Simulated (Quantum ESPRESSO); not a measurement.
**Projected density-of-states run of Hf (part 1 of 4)**

- system: Hf (P-1, 2 atoms in the cell)
- method: Kohn-Sham DFT of a periodic cell, PBE with D3(BJ) two-body, spin-orbit coupling, PseudoDojo 0.4 FR PBE standard (Quantum ESPRESSO 7.5)

The structure derives from an entry of the Crystallography Open Database.

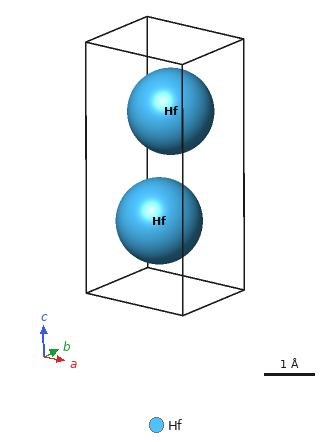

Figure 1. The structure (spheres-only view of the cell of the calculation, seen slightly off an axis).

Input
```
&CONTROL
  calculation = 'scf'
  prefix = 'pwscf'
  outdir = './tmp'
  pseudo_dir = './pseudo'
  tprnfor = .true.
  tstress = .true.
  disk_io = 'low'
/
&SYSTEM
  ibrav = 0
  nat = 2
  ntyp = 2
  ecutwfc = 58
  nbnd = 44
  occupations = 'smearing'
  smearing = 'mv'
  degauss = 0.00734986
  noncolin = .true.
  lspinorb = .true.
  starting_magnetization(1) = 0.0258
  angle1(1) = 70.4
  angle2(1) = 68.09
  starting_magnetization(2) = 0.0008
  angle1(2) = 71.98
  angle2(2) = 40.6
  vdw_corr = 'grimme-d3'
  dftd3_version = 4
  dftd3_threebody = .false.
/
&ELECTRONS
  conv_thr = 4d-10
  electron_maxstep = 120
  mixing_beta = 0.3
/
ATOMIC_SPECIES
Hf1  178.4900 Hf.upf
Hf2  178.4900 Hf.upf
CELL_PARAMETERS angstrom
   3.1716500000    0.0113140000   -0.0001570000
  -1.5760270000    2.7524420000   -0.0092480000
  -0.0002490000   -0.0170390000    5.1169520000
ATOMIC_POSITIONS angstrom
Hf1    1.5889042502    0.9122440832    3.8345266667
Hf2    0.0064697498    1.8344729168    1.2730203333
K_POINTS automatic
4 4 2 0 0 0
```

File nscf.in
```
&CONTROL
  calculation = 'nscf'
  prefix = 'pwscf'
  outdir = './tmp'
  pseudo_dir = './pseudo'
  disk_io = 'low'
/
&SYSTEM
  ibrav = 0
  nat = 2
  ntyp = 2
  ecutwfc = 58
  nbnd = 44
  occupations = 'tetrahedra_opt'
  noncolin = .true.
  lspinorb = .true.
  starting_magnetization(1) = 0.0258
  angle1(1) = 70.4
  angle2(1) = 68.09
  starting_magnetization(2) = 0.0008
  angle1(2) = 71.98
  angle2(2) = 40.6
  vdw_corr = 'grimme-d3'
  dftd3_version = 4
  dftd3_threebody = .false.
/
&ELECTRONS
  conv_thr = 1d-08
  electron_maxstep = 120
  mixing_beta = 0.3
/
ATOMIC_SPECIES
Hf1  178.4900 Hf.upf
Hf2  178.4900 Hf.upf
CELL_PARAMETERS angstrom
   3.1716500000    0.0113140000   -0.0001570000
  -1.5760270000    2.7524420000   -0.0092480000
  -0.0002490000   -0.0170390000    5.1169520000
ATOMIC_POSITIONS angstrom
Hf1    1.5889042502    0.9122440832    3.8345266667
Hf2    0.0064697498    1.8344729168    1.2730203333
K_POINTS automatic
6 6 3 0 0 0
```

File projwfc.in
```
&PROJWFC
  prefix = 'pwscf'
  outdir = './tmp'
  filpdos = 'p'
  Emin = 0
  Emax = 25
  DeltaE = 0.05
/
```

Machine: 1 thread of AMD EPYC (Zen 3), 192 GiB of memory available, shared host.

Launched with:
```bash
OMP_NUM_THREADS=1 pw.x -in pw.in > pw.out
OMP_NUM_THREADS=1 pw.x -in nscf.in > nscf.out
OMP_NUM_THREADS=1 projwfc.x -in projwfc.in > projwfc.out
```

The program's output
```
This program is part of the open-source Quantum ESPRESSO suite
     for quantum simulation of materials; please cite
         "P. Giannozzi et al., J. Phys.:Condens. Matter 21 395502 (2009);
         "P. Giannozzi et al., J. Phys.:Condens. Matter 29 465901 (2017);
         "P. Giannozzi et al., J. Chem. Phys. 152 154105 (2020);
          URL
     in publications or presentations arising from this work. More details at

     Fixed quantization axis for GGA:     0.351528    0.874014    0.335452

     G-vector sticks info
     --------------------
     sticks:   dense  smooth     PW     G-vecs:    dense   smooth      PW
     Sum         583     583    191                18099    18099    3395

     Using Slab Decomposition

     bravais-lattice index     =            0
     lattice parameter (alat)  =       5.9936  a.u.
     unit-cell volume          =     302.0596 (a.u.)^3
     number of atoms/cell      =            2
     number of atomic types    =            2
     number of electrons       =        24.00
     number of Kohn-Sham states=           44
     kinetic-energy cutoff     =      58.0000  Ry
     charge density cutoff     =     232.0000  Ry
     scf convergence threshold =      4.0E-10
     mixing beta               =       0.3000
     number of iterations used =            8  plain     mixing
     Exchange-correlation= PBE
                           (   1   4   3   4   0   0   0)
     Noncollinear calculation with spin-orbit

     celldm(1)=   5.993588  celldm(2)=   0.000000  celldm(3)=   0.000000
     celldm(4)=   0.000000  celldm(5)=   0.000000  celldm(6)=   0.000000

     crystal axes: (cart. coord. in units of alat)
               a(1) = (   0.999994   0.003567  -0.000050 )
               a(2) = (  -0.496908   0.867821  -0.002916 )
               a(3) = (  -0.000079  -0.005372   1.613330 )

     reciprocal axes: (cart. coord. in units 2 pi/alat)
               b(1) = (  0.997968  0.571435  0.001951 )
               b(2) = ( -0.004102  1.149975  0.003829 )
               b(3) = (  0.000023  0.002096  0.619843 )

     PseudoPot. # 1 for Hf read from file:
     Hf.upf
     Pseudo is Norm-conserving + core correction, Zval = 12.0
     Generated using ONCVPSP code by D. R. Hamann
     Using radial grid of 1716 points, 14 beta functions with:
                l(1) =   0
                l(2) =   0
                l(3) =   1
                l(4) =   1
                l(5) =   1
                l(6) =   1
                l(7) =   2
                l(8) =   2
                l(9) =   2
               l(10) =   2
               l(11) =   3
               l(12) =   3
               l(13) =   3
               l(14) =   3

     PseudoPot. # 2 for Hf read from file:
     Hf.upf
     Pseudo is Norm-conserving + core correction, Zval = 12.0
     Generated using ONCVPSP code by D. R. Hamann
     Using radial grid of 1716 points, 14 beta functions with:
                l(1) =   0
                l(2) =   0
                l(3) =   1
                l(4) =   1
                l(5) =   1
                l(6) =   1
                l(7) =   2
                l(8) =   2
                l(9) =   2
               l(10) =   2
               l(11) =   3
               l(12) =   3
               l(13) =   3
               l(14) =   3

     atomic species   valence    mass     pseudopotential
     Hf1              12.00   178.49000     Hf( 1.00)
     Hf2              12.00   178.49000     Hf( 1.00)

     No symmetry found

   Cartesian axes

     site n.     atom                  positions (alat units)
         1        Hf1    tau(   1) = (   0.5009677   0.2876226   1.2089929  )
         2        Hf2    tau(   2) = (   0.0020399   0.5783933   0.4013722  )

     --------------------------------------------
     DFT-D3 Dispersion Correction (no 3-body):
     --------------------------------------------
       Reference C6 values for interpolation:

         atom   Coordination number   C6
         Hf1        0.000          2882.48
         Hf1        1.925          1560.77
         Hf1        3.884           841.95
         Hf2        0.000          2882.48
         Hf2        1.925          1560.77
         Hf2        3.884           841.95

       Values used:

         atom   Coordination number  R0_AB[au]  C6      C8
         Hf1       11.533            4.011    841.95 170130.07
         Hf2       11.533            4.011    841.95 170130.07

         Molecular C6 ( Ry / a.u.^6 ) =      3367.81

     number of k points=    32  Marzari-Vanderbilt smearing, width (Ry)=  0.0073
                       cart. coord. in units 2pi/alat
        k(    1) = (   0.0000000   0.0000000   0.0000000), wk =   0.0312500
        k(    2) = (  -0.0000116  -0.0010480  -0.3099214), wk =   0.0312500
        k(    3) = (  -0.0010255   0.2874939   0.0009573), wk =   0.0312500
        k(    4) = (  -0.0010371   0.2864459  -0.3089641), wk =   0.0312500
        k(    5) = (   0.0020510  -0.5749877  -0.0019146), wk =   0.0312500
        k(    6) = (   0.0020394  -0.5760357  -0.3118360), wk =   0.0312500
        k(    7) = (   0.2494920   0.1428588   0.0004878), wk =   0.0312500
        k(    8) = (   0.2494804   0.1418109  -0.3094336), wk =   0.0312500
        k(    9) = (   0.2484665   0.4303527   0.0014451), wk =   0.0312500
        k(   10) = (   0.2484549   0.4293047  -0.3084763), wk =   0.0312500
        k(   11) = (   0.2515430  -0.4321289  -0.0014267), wk =   0.0312500
        k(   12) = (   0.2515314  -0.4331768  -0.3113481), wk =   0.0312500
        k(   13) = (   0.2505175  -0.1446350  -0.0004694), wk =   0.0312500
        k(   14) = (   0.2505059  -0.1456830  -0.3103908), wk =   0.0312500
        k(   15) = (  -0.4989840  -0.2857177  -0.0009757), wk =   0.0312500
        k(   16) = (  -0.4989956  -0.2867656  -0.3108971), wk =   0.0312500
        k(   17) = (  -0.5000095   0.0017762  -0.0000184), wk =   0.0312500
        k(   18) = (  -0.5000211   0.0007282  -0.3099398), wk =   0.0312500
        k(   19) = (  -0.4969330  -0.8607054  -0.0028903), wk =   0.0312500
        k(   20) = (  -0.4969446  -0.8617533  -0.3128117), wk =   0.0312500
        k(   21) = (   0.0010255  -0.2874939  -0.0009573), wk =   0.0312500
        k(   22) = (   0.0010371  -0.2864459   0.3089641), wk =   0.0312500
        k(   23) = (  -0.2494920  -0.1428588  -0.0004878), wk =   0.0312500
        k(   24) = (  -0.2494804  -0.1418109   0.3094336), wk =   0.0312500
        k(   25) = (  -0.2484665  -0.4303527  -0.0014451), wk =   0.0312500
        k(   26) = (  -0.2484549  -0.4293047   0.3084763), wk =   0.0312500
        k(   27) = (  -0.2515430   0.4321289   0.0014267), wk =   0.0312500
        k(   28) = (  -0.2515314   0.4331768   0.3113481), wk =   0.0312500
        k(   29) = (  -0.2505175   0.1446350   0.0004694), wk =   0.0312500
        k(   30) = (  -0.2505059   0.1456830   0.3103908), wk =   0.0312500
        k(   31) = (   0.5000095  -0.0017762   0.0000184), wk =   0.0312500
        k(   32) = (   0.5000211  -0.0007282   0.3099398), wk =   0.0312500

     Dense  grid:    18099 G-vectors     FFT dimensions: (  30,  30,  48)

     Generating pointlists ...
     new r_m :   0.4083 (alat units)  2.4470 (a.u.) for type    1
     new r_m :   0.4083 (alat units)  2.4470 (a.u.) for type    2

     Initial potential from superposition of free atoms

     starting charge      23.9962, renormalised to      24.0000

 ==============================================================================
     atom number    1 relative position :    0.5010   0.2876   1.2090
     charge :    10.384210  (integrated on a sphere of radius 0.408)
     magnetization :          0.091432    0.227025    0.087152
     magnetization/charge:    0.008805    0.021863    0.008393
     polar coord.: r, theta, phi [deg] :     0.259799   70.399520   68.063407

 ==============================================================================

 ==============================================================================
     atom number    2 relative position :    0.0020   0.5784   0.4014
     charge :    10.384210  (integrated on a sphere of radius 0.408)
     magnetization :          0.008745    0.012275    0.005289
     magnetization/charge:    0.000842    0.001182    0.000509
     polar coord.: r, theta, phi [deg] :     0.015973   70.661474   54.533382

 ==============================================================================
     Starting wfcs are   40 randomized atomic wfcs +    4 random wfcs

     Self-consistent Calculation

     iteration #  1     ecut=    58.00 Ry     beta= 0.30
     Davidson diagonalization with overlap
     ethr =  1.00E-02,  avg # of iterations =  4.3

     Threshold (ethr) on eigenvalues was too large:
     Diagonalizing with lowered threshold

     Davidson diagonalization with overlap
     ethr =  1.51E-04,  avg # of iterations =  5.2

     total energy              =    -226.20716781 Ry
     estimated scf accuracy    <       0.03978267 Ry

     total magnetization       =     0.05     0.11     0.05 Bohr mag/cell
     absolute magnetization    =     0.13 Bohr mag/cell

     iteration #  2     ecut=    58.00 Ry     beta= 0.30
     Davidson diagonalization with overlap
     ethr =  1.66E-04,  avg # of iterations =  1.0

     total energy              =    -226.20214360 Ry
     estimated scf accuracy    <       0.01513865 Ry

     total magnetization       =     0.04     0.11     0.04 Bohr mag/cell
     absolute magnetization    =     0.12 Bohr mag/cell

     iteration #  3     ecut=    58.00 Ry     beta= 0.30
     Davidson diagonalization with overlap
     ethr =  6.31E-05,  avg # of iterations =  2.0

     total energy              =    -226.20433530 Ry
     estimated scf accuracy    <       0.00067178 Ry

     total magnetization       =     0.04     0.09     0.04 Bohr mag/cell
     absolute magnetization    =     0.10 Bohr mag/cell

     iteration #  4     ecut=    58.00 Ry     beta= 0.30
     Davidson diagonalization with overlap
     ethr =  2.80E-06,  avg # of iterations =  5.4

     total energy              =    -226.20438457 Ry
     estimated scf accuracy    <       0.00048655 Ry

     total magnetization       =     0.03     0.08     0.03 Bohr mag/cell
     absolute magnetization    =     0.09 Bohr mag/cell

     iteration #  5     ecut=    58.00 Ry     beta= 0.30
     Davidson diagonalization with overlap
     ethr =  2.03E-06,  avg # of iterations =  2.0

     total energy              =    -226.20432726 Ry
     estimated scf accuracy    <       0.00032977 Ry

     total magnetization       =     0.03     0.07     0.03 Bohr mag/cell
     absolute magnetization    =     0.08 Bohr mag/cell

     iteration #  6     ecut=    58.00 Ry     beta= 0.30
     Davidson diagonalization with overlap
     ethr =  1.37E-06,  avg # of iterations =  2.0

     total energy              =    -226.20440433 Ry
     estimated scf accuracy    <       0.00000976 Ry

     total magnetization       =     0.03     0.07     0.03 Bohr mag/cell
     absolute magnetization    =     0.08 Bohr mag/cell

     iteration #  7     ecut=    58.00 Ry     beta= 0.30
     Davidson diagonalization with overlap
     ethr =  4.07E-08,  avg # of iterations =  2.0

     total energy              =    -226.20440952 Ry
     estimated scf accuracy    <       0.00000048 Ry

     total magnetization       =     0.02     0.05     0.02 Bohr mag/cell
     absolute magnetization    =     0.06 Bohr mag/cell

     iteration #  8     ecut=    58.00 Ry     beta= 0.30
     Davidson diagonalization with overlap
     ethr =  2.00E-09,  avg # of iterations =  2.4

     total energy              =    -226.20440736 Ry
     estimated scf accuracy    <       0.00000099 Ry

     total magnetization       =     0.02     0.05     0.02 Bohr mag/cell
     absolute magnetization    =     0.06 Bohr mag/cell

     iteration #  9     ecut=    58.00 Ry     beta= 0.30
     Davidson diagonalization with overlap
     ethr =  2.00E-09,  avg # of iterations =  3.2

     total energy              =    -226.20441644 Ry
     estimated scf accuracy    <       0.00000039 Ry

     total magnetization       =     0.01     0.03     0.02 Bohr mag/cell
     absolute magnetization    =     0.03 Bohr mag/cell

     iteration # 10     ecut=    58.00 Ry     beta= 0.30
     Davidson diagonalization with overlap
     ethr =  1.64E-09,  avg # of iterations =  2.0

     total energy              =    -226.20441288 Ry
     estimated scf accuracy    <       0.00000049 Ry

     total magnetization       =     0.01     0.03     0.01 Bohr mag/cell
     absolute magnetization    =     0.03 Bohr mag/cell

     iteration # 11     ecut=    58.00 Ry     beta= 0.30
     Davidson diagonalization with overlap
     ethr =  1.64E-09,  avg # of iterations =  3.2

     total energy              =    -226.20441817 Ry
     estimated scf accuracy    <       0.00000006 Ry

     total magnetization       =     0.00     0.01     0.01 Bohr mag/cell
     absolute magnetization    =     0.01 Bohr mag/cell

     iteration # 12     ecut=    58.00 Ry     beta= 0.30
     Davidson diagonalization with overlap
     ethr =  2.40E-10,  avg # of iterations =  2.3

     total energy              =    -226.20441834 Ry
     estimated scf accuracy    <       0.00000002 Ry

     total magnetization       =     0.00     0.01     0.01 Bohr mag/cell
     absolute magnetization    =     0.01 Bohr mag/cell

     iteration # 13     ecut=    58.00 Ry     beta= 0.30
     Davidson diagonalization with overlap
     ethr =  7.50E-11,  avg # of iterations =  2.8

     total energy              =    -226.20441859 Ry
     estimated scf accuracy    <       0.00000001 Ry

     total magnetization       =     0.00     0.01     0.01 Bohr mag/cell
     absolute magnetization    =     0.01 Bohr mag/cell

     iteration # 14     ecut=    58.00 Ry     beta= 0.30
     Davidson diagonalization with overlap
     ethr =  4.55E-11,  avg # of iterations =  3.9

     total energy              =    -226.20441930 Ry
     estimated scf accuracy    <       0.00000003 Ry

     total magnetization       =     0.00     0.00     0.01 Bohr mag/cell
     absolute magnetization    =     0.01 Bohr mag/cell

     iteration # 15     ecut=    58.00 Ry     beta= 0.30
     Davidson diagonalization with overlap
     ethr =  4.55E-11,  avg # of iterations =  3.5

     total energy              =    -226.20441866 Ry
     estimated scf accuracy    <       0.00000005 Ry

     total magnetization       =     0.00     0.00     0.01 Bohr mag/cell
     absolute magnetization    =     0.01 Bohr mag/cell

     iteration # 16     ecut=    58.00 Ry     beta= 0.30
     Davidson diagonalization with overlap
     ethr =  4.55E-11,  avg # of iterations =  3.8

     total energy              =    -226.20441787 Ry
     estimated scf accuracy    <       0.00000003 Ry

     total magnetization       =     0.00     0.00     0.01 Bohr mag/cell
     absolute magnetization    =     0.01 Bohr mag/cell

     iteration # 17     ecut=    58.00 Ry     beta= 0.30
     Davidson diagonalization with overlap
     ethr =  4.55E-11,  avg # of iterations =  4.0

     total energy              =    -226.20441836 Ry
     estimated scf accuracy    <          5.2E-09 Ry

     total magnetization       =     0.00     0.00     0.01 Bohr mag/cell
     absolute magnetization    =     0.01 Bohr mag/cell

     iteration # 18     ecut=    58.00 Ry     beta= 0.30
     Davidson diagonalization with overlap
     ethr =  2.19E-11,  avg # of iterations =  3.0

     total energy              =    -226.20441839 Ry
     estimated scf accuracy    <          3.5E-09 Ry

     total magnetization       =     0.00     0.00     0.00 Bohr mag/cell
     absolute magnetization    =     0.01 Bohr mag/cell

     iteration # 19     ecut=    58.00 Ry     beta= 0.30
     Davidson diagonalization with overlap
     ethr =  1.44E-11,  avg # of iterations =  3.3

     total energy              =    -226.20441840 Ry
     estimated scf accuracy    <          3.7E-09 Ry

     total magnetization       =     0.00     0.00     0.00 Bohr mag/cell
     absolute magnetization    =     0.00 Bohr mag/cell

     iteration # 20     ecut=    58.00 Ry     beta= 0.30
     Davidson diagonalization with overlap
     ethr =  1.44E-11,  avg # of iterations =  3.4

     total energy              =    -226.20441844 Ry
     estimated scf accuracy    <          2.3E-09 Ry

     total magnetization       =     0.00     0.00     0.00 Bohr mag/cell
     absolute magnetization    =     0.00 Bohr mag/cell

     iteration # 21     ecut=    58.00 Ry     beta= 0.30
     Davidson diagonalization with overlap
     ethr =  9.57E-12,  avg # of iterations =  2.0

     total energy              =    -226.20441843 Ry
     estimated scf accuracy    <          2.2E-09 Ry

     total magnetization       =     0.00     0.00     0.00 Bohr mag/cell
     absolute magnetization    =     0.00 Bohr mag/cell

     iteration # 22     ecut=    58.00 Ry     beta= 0.30
     Davidson diagonalization with overlap
     ethr =  9.20E-12,  avg # of iterations =  3.0

     total energy              =    -226.20441847 Ry
     estimated scf accuracy    <          2.0E-09 Ry

     total magnetization       =     0.00     0.00     0.00 Bohr mag/cell
     absolute magnetization    =     0.00 Bohr mag/cell

     iteration # 23     ecut=    58.00 Ry     beta= 0.30
     Davidson diagonalization with overlap
     ethr =  8.17E-12,  avg # of iterations =  3.2

     total energy              =    -226.20441849 Ry
     estimated scf accuracy    <          3.1E-09 Ry

     total magnetization       =    -0.00     0.00     0.00 Bohr mag/cell
     absolute magnetization    =     0.00 Bohr mag/cell

     iteration # 24     ecut=    58.00 Ry     beta= 0.30
     Davidson diagonalization with overlap
     ethr =  8.17E-12,  avg # of iterations =  3.7

     total energy              =    -226.20441843 Ry
     estimated scf accuracy    <          5.0E-09 Ry
```
